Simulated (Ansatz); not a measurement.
Consider Co.

```xyz
2
Lattice="2.4537 0.0000 0.0000 -1.2269 2.1250 0.0000 0.0000 0.0000 4.0084" Properties=species:S:1:pos:R:3 pbc="T T T"
Co    0.0000    1.4167    2.9668
Co    1.2269    0.7083    1.0416
```

Space group P-3m1; a structure from a database of computed crystals, not necessarily the ambient phase; not relaxed (largest force 0.6 eV/Å); computed pressure about −10 GPa in this cell; spin-polarised.

Method: Ansatz 0.2.0, Kohn-Sham DFT of a periodic cell, LDA, Ansatz PAW.

What will maps of the valence pseudo-density, electron localisation function and spin density show?

Co–Co (2.45 Å): ρ at the midpoint is about 0.38 e/Å³; the ELF is about 0.25 at the midpoint (no localised pair shows between them).
The spin density sits on Co: +1.6 μB (×2) in one cell of 2 atoms: parallel main moments (a ferromagnetic arrangement) in this solution. The cell of the calculation (2 atoms) carries 3.1 μB of net spin moment.

Metal or insulator at this level of theory?

It is metallic or semimetallic at this level of theory: no gap opens.

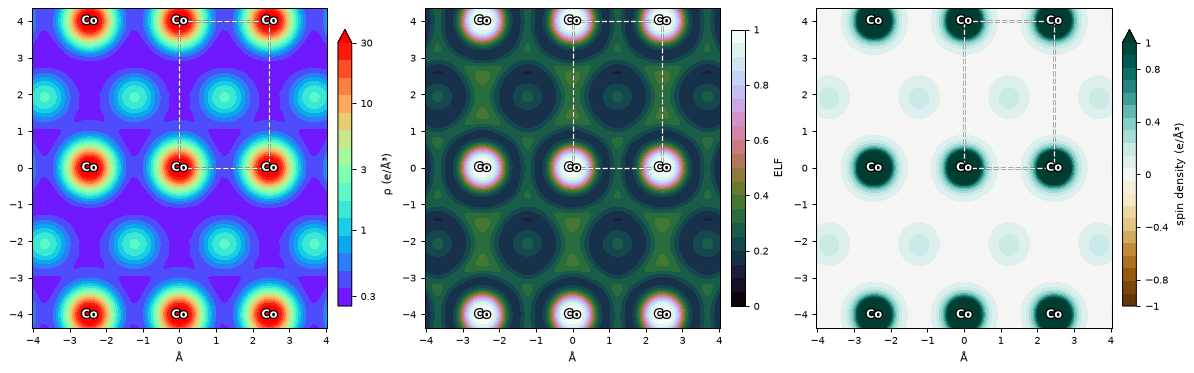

Computed valence pseudo-density, electron localisation function and spin density on the (100) plane of the conventional cell, in this order. Atoms just off the plane (Co, 0.7 Å away) can leave unmarked features too.
